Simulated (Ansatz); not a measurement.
**Single-point calculation, with input and output: GaN (part 2 of 2)**

Continued. System: GaN (slab, 24 atoms in the cell). Method: DFT PBE, scalar-relativistic, plane waves, PAW, no spin polarisation (Ansatz 0.2.0); cutoff 420 eV, 9×9×1 k-mesh, Gaussian smearing of 0.1 eV. The structure derives from an entry of the Crystallography Open Database. It belongs to a series of runs on one base structure; here: the substrate alone at its places in the stack.

Geometry of the input (Å; fractional positions):
```
5.5745  0.0000  0.0000
-2.7872  4.8276  0.0000
0.0000  0.0000  31.3428
N  0.3320  0.3346  0.2467
N  0.6654  0.0013  0.2467
N  -0.0013  0.6679  0.2466
Ga -0.0013  0.3347  0.2573
Ga 0.3319  0.0012  0.2573
Ga 0.6655  0.6679  0.2573
N  -0.0013  0.3348  0.3250
N  0.3318  0.0011  0.3250
N  0.6655  0.6680  0.3250
Ga 0.3320  0.3346  0.3417
Ga 0.6653  0.0013  0.3417
Ga -0.0013  0.6680  0.3418
N  0.3320  0.3347  0.4072
N  0.6653  0.0013  0.4072
N  -0.0014  0.6680  0.4076
Ga -0.0014  0.3338  0.4254
Ga 0.3328  0.0022  0.4254
Ga 0.6644  0.6680  0.4254
N  -0.0015  0.3336  0.4908
N  0.3330  0.0026  0.4907
N  0.6641  0.6681  0.4907
Ga 0.3321  0.3350  0.5111
Ga 0.6650  0.0012  0.5111
Ga -0.0015  0.6682  0.5092
```

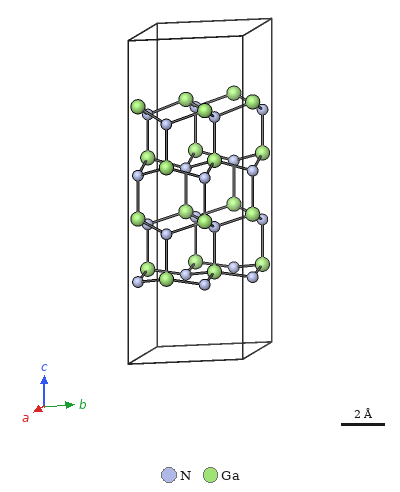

**Figure 1.** The input geometry (ball-and-stick view of the cell of the calculation, with the vacuum cut short, seen slightly off an axis).

### Output, continued
```
  k-point 0: bands = ["-17.2578", "-16.8278", "-16.8255", "-16.4274", "-15.9401", "-15.9288", "-15.6893", "-15.6892", "-15.6426", "-15.6284", "-15.6284", "-15.5810", "-15.5263", "-15.5263", "-15.4945", "-15.4319", "-15.4318", "-15.3866", "-15.3863", "-15.3677", "-15.0312", "-15.0311", "-14.8435", "-14.7089", "-14.7084", "-14.6890", "-14.6889", "-14.6048", "-14.6048", "-14.5323", "-14.5317", "-14.4653", "-14.4653", "-14.4491", "-14.4491", "-14.2974", "-14.2972", "-14.1666", "-13.7543", "-13.7542", "-13.7314", "-13.7311", "-13.6453", "-13.6453", "-13.5836", "-13.5835", "-13.5076", "-13.5076", "-13.5006", "-13.5006", "-13.4253", "-13.4250", "-13.1584", "-13.0715", "-13.0715", "-12.9789", "-12.9788", "-12.8837", "-12.8837", "-12.8693", "-12.8692", "-12.7740", "-12.7740", "-12.7738", "-12.7738", "-12.5076", "-12.5074", "-11.9522", "-11.6417", "-11.6416", "-10.8142", "-10.8140", "-7.6179", "-7.5527", "-7.2988", "-6.9852", "-6.9836", "-6.3152", "-6.3145", "-6.0547", "-6.0540", "-5.4108", "-5.4106", "-5.2650", "-5.2648", "-5.1803", "-4.4107", "-4.4106", "-3.8618", "-3.8581", "-3.3730", "-3.3730", "-3.1571", "-2.8795", "-2.8741", "-2.5777", "-2.5768", "-1.6427", "-1.6427", "-1.6096", "-1.6095", "-1.1781", "-0.7824", "-0.7824", "-0.1040", "-0.0205", "-0.0182", "0.0058", "0.0058", "0.9424", "0.9727", "2.0927", "2.5368", "3.3849", "3.7419", "3.9457", "3.9481", "4.2491", "4.5356", "5.0780", "5.0793", "5.7144", "5.7325", "5.7332", "6.0839", "6.1011", "6.2020", "6.8358", "7.0536", "7.0536", "7.1352", "7.1374"]
  k-point 1: bands = ["-17.2324", "-16.8322", "-16.8293", "-16.4021", "-15.9454", "-15.9340", "-15.6911", "-15.6868", "-15.6566", "-15.6250", "-15.6151", "-15.5534", "-15.5324", "-15.5277", "-15.4920", "-15.4368", "-15.4329", "-15.3822", "-15.3802", "-15.3440", "-15.0377", "-15.0368", "-14.8187", "-14.7157", "-14.7140", "-14.6844", "-14.6815", "-14.6041", "-14.6032", "-14.5373", "-14.5347", "-14.4721", "-14.4651", "-14.4467", "-14.4433", "-14.3055", "-14.3046", "-14.1441", "-13.7486", "-13.7461", "-13.7407", "-13.7376", "-13.6453", "-13.6442", "-13.5880", "-13.5857", "-13.5145", "-13.5075", "-13.4986", "-13.4952", "-13.4854", "-13.4682", "-13.1448", "-13.0621", "-13.0584", "-12.9842", "-12.9817", "-12.8870", "-12.8864", "-12.8672", "-12.8664", "-12.7783", "-12.7743", "-12.7716", "-12.7700", "-12.5606", "-12.5474", "-11.9302", "-11.7012", "-11.6863", "-10.8579", "-10.8536", "-7.6867", "-7.6026", "-7.2499", "-7.0444", "-7.0004", "-6.1620", "-6.1607", "-6.0185", "-6.0044", "-5.4509", "-5.4085", "-5.1615", "-5.0446", "-5.0362", "-4.2142", "-4.1882", "-3.9659", "-3.9294", "-3.2829", "-3.1984", "-3.1685", "-2.8615", "-2.8511", "-2.7425", "-2.6490", "-1.9568", "-1.7134", "-1.6273", "-1.6269", "-1.3522", "-0.8576", "-0.7131", "-0.3990", "-0.0645", "-0.0219", "-0.0170", "0.0122", "0.8578", "0.8916", "2.2836", "2.7730", "3.6147", "3.8439", "3.9494", "4.0551", "4.4571", "4.6179", "4.8713", "4.9036", "5.7769", "5.8400", "5.9019", "6.0609", "6.1787", "6.1913", "6.7927", "6.8903", "6.9164", "7.0654", "7.0802"]
  k-point 2: bands = ["-17.1638", "-16.8458", "-16.8396", "-16.3324", "-15.9619", "-15.9484", "-15.6966", "-15.6817", "-15.6689", "-15.6178", "-15.5994", "-15.5423", "-15.5289", "-15.4892", "-15.4774", "-15.4460", "-15.4348", "-15.3753", "-15.3656", "-15.2757", "-15.0590", "-15.0507", "-14.7498", "-14.7406", "-14.7269", "-14.6707", "-14.6567", "-14.6037", "-14.5975", "-14.5512", "-14.5372", "-14.4880", "-14.4638", "-14.4475", "-14.4269", "-14.3316", "-14.3229", "-14.0815", "-13.7966", "-13.7529", "-13.7322", "-13.7178", "-13.6584", "-13.6398", "-13.6387", "-13.6002", "-13.5869", "-13.5552", "-13.5311", "-13.5069", "-13.4973", "-13.4788", "-13.1187", "-13.0361", "-13.0048", "-13.0042", "-12.9857", "-12.8950", "-12.8900", "-12.8650", "-12.8612", "-12.7890", "-12.7750", "-12.7724", "-12.7590", "-12.7206", "-12.6324", "-11.8836", "-11.8637", "-11.7816", "-10.9844", "-10.9476", "-7.8748", "-7.5314", "-7.1853", "-7.1101", "-6.9054", "-6.2974", "-6.0445", "-5.5563", "-5.5541", "-5.4314", "-5.2264", "-5.1462", "-4.5677", "-4.5507", "-4.2319", "-3.9942", "-3.7586", "-3.7525", "-3.6250", "-3.0938", "-2.8612", "-2.8536", "-2.8504", "-2.7763", "-2.6317", "-2.4756", "-1.9762", "-1.8617", "-1.6655", "-1.6523", "-1.1677", "-0.9765", "-0.4936", "-0.2809", "-0.0389", "-0.0135", "0.0204", "0.6515", "0.7104", "2.7234", "3.2970", "3.6148", "4.0568", "4.2352", "4.3211", "4.6623", "4.8186", "4.9166", "4.9833", "5.3650", "5.6708", "5.9592", "5.9841", "6.3448", "6.4091", "6.6402", "6.6764", "6.7871", "6.8341", "6.8895"]
  k-point 40: bands = ["-17.0184", "-16.8904", "-16.8617", "-16.1743", "-16.0185", "-15.9774", "-15.7057", "-15.6771", "-15.6733", "-15.6043", "-15.5816", "-15.5439", "-15.5233", "-15.4920", "-15.4633", "-15.4278", "-15.3734", "-15.3451", "-15.3039", "-15.1275", "-15.0831", "-15.0807", "-14.8292", "-14.7593", "-14.6298", "-14.6040", "-14.5888", "-14.5882", "-14.5735", "-14.5675", "-14.5438", "-14.5035", "-14.4542", "-14.4490", "-14.4096", "-14.4054", "-14.3609", "-14.1414", "-13.9315", "-13.8266", "-13.7776", "-13.7063", "-13.6849", "-13.6498", "-13.6324", "-13.6144", "-13.6122", "-13.5907", "-13.5465", "-13.5012", "-13.4939", "-13.4576", "-13.1607", "-13.0743", "-13.0024", "-12.9927", "-12.9680", "-12.8987", "-12.8916", "-12.8664", "-12.8615", "-12.8591", "-12.8002", "-12.7802", "-12.7717", "-12.7438", "-12.7385", "-12.2817", "-11.9782", "-11.6608", "-11.2759", "-11.1162", "-7.9793", "-7.2523", "-7.1601", "-6.8059", "-6.5422", "-6.3755", "-5.6447", "-5.6263", "-5.5487", "-4.8252", "-4.6694", "-4.6513", "-4.5819", "-4.3365", "-4.2177", "-4.0971", "-3.5416", "-3.4555", "-3.3345", "-3.2918", "-3.1076", "-3.0532", "-2.8565", "-2.6910", "-2.4976", "-2.4605", "-1.8749", "-1.8550", "-1.8406", "-1.6332", "-1.6006", "-1.5705", "-0.8118", "-0.1361", "-0.1006", "-0.0465", "-0.0229", "0.2943", "0.4206", "2.8928", "3.4826", "3.8865", "4.0625", "4.2493", "4.7849", "4.8509", "4.9111", "5.0695", "5.3472", "5.3877", "5.4786", "5.5894", "5.7418", "5.9505", "6.0483", "6.0743", "6.3967", "6.5303", "6.5675", "6.6005"]
```

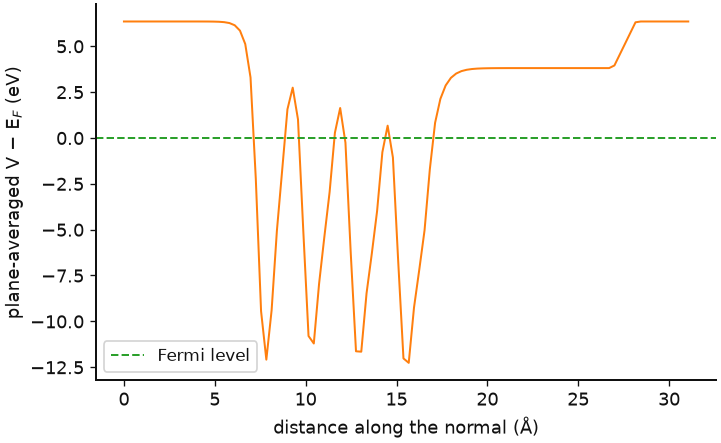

**Figure 2.** Plane average of the electrostatic potential energy of an electron across the cell, from the Fermi level. The vacuum level lies 3.81 eV above the Fermi level on the upper side and 6.35 eV on the lower.

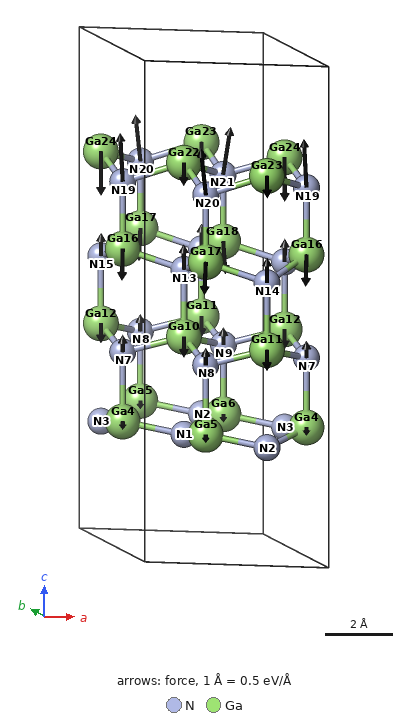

**Figure 3.** Forces on the atoms as black arrows (ball-and-stick view of the cell of the calculation, with the vacuum cut short, seen slightly off an axis; atoms are numbered from 1 in the order of the input); the smallest are left out. The largest act on N20, N21 (0.74 eV/Å); N19 (0.73 eV/Å); Ga24 (0.68 eV/Å); Ga16, Ga17, Ga18 (0.50 eV/Å), among others. The geometry is not a stationary point of this energy.

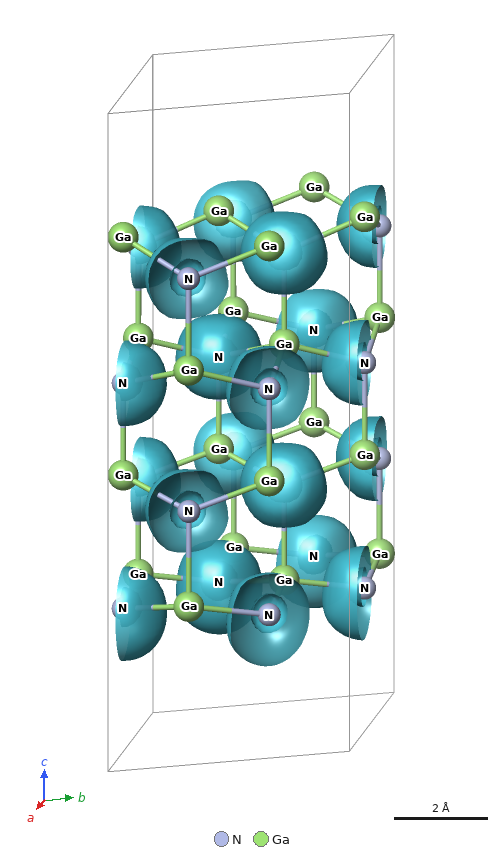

**Figure 4.** Isosurface of the electron localisation function at 0.65 (cyan), seen slightly off an axis. Only the valence region is drawn (cores and ρ < 0.01 e/Å³ removed). Sticks mark near contacts. Counts are for one cell; the picture repeats the cell along the surface. Along the contacts the grid gives the following. Ga–N (1.89 Å): the ELF is about 0.50 at the midpoint. Ga–N (1.93 Å): the ELF is about 0.50 at the midpoint. The fields are those of the smooth PAW valence density.

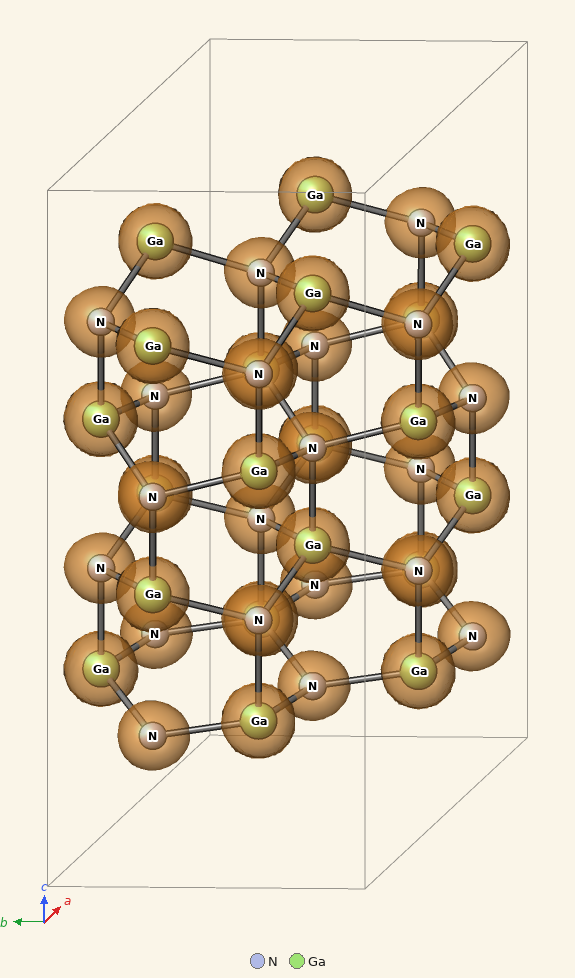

**Figure 5.** Isosurface of the valence pseudo-density at 1.5 e/Å³ (orange), seen at an oblique angle. Sticks mark near contacts. At this value the density breaks into separate islands; it holds about 60 % of the electrons treated as valence (semicore included). It is pinched off along the Ga–N (1.89 Å), Ga–N (1.93 Å), Ga–N (2.05 Å) and Ga–N (2.12 Å) contacts. On the grid the lowest density along these lines, outside the cores, is 0.81 e/Å³ (Ga–N, 1.89 Å), 0.76 e/Å³ (Ga–N, 1.93 Å), 0.57 e/Å³ (Ga–N, 2.05 Å) and 0.49 e/Å³ (Ga–N, 2.12 Å).

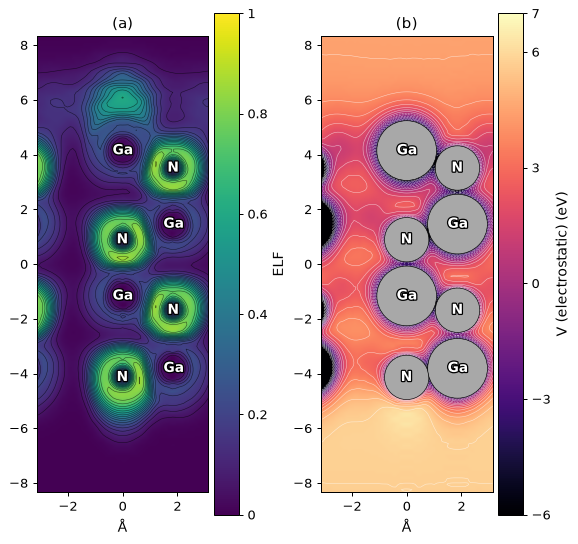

**Figure 6.** (a) ELF; (b) electrostatic potential (local pseudopotential plus Hartree) felt by an electron on the (11̄0) plane of the calculation cell, a cut from vacuum to vacuum. Grey discs, where drawn, cover atomic cores. Ga–N (1.89 Å): the ELF is about 0.50 at the midpoint. Ga–N (1.93 Å): the ELF is about 0.50 at the midpoint. Ga–N (2.05 Å): the ELF is about 0.40 at the midpoint. Ga–N (2.12 Å): the ELF is about 0.40 at the midpoint (no shared pair; the contact is polar). The strong features right at Ga lie inside the PAW spheres (semicore, d or f shells) and say nothing about bonding.

### Key numbers

- outcome: converged
- electrons treated: 216
- free energy: −50006.1313 eV
- work function, top face: 3.81 eV
- work function, bottom face: 6.35 eV
- Fermi energy: 0.003 eV
- gap on the k-point mesh: none (metallic)
- work function (upper face): 3.81 eV
- largest force (length of the vector): 0.739 eV/Å
- wall time: 91 s (CPU time 12 min)
- peak memory: 5.9 GiB

Warnings of the run: the exchange-correlation potential is rough where the density is thin.
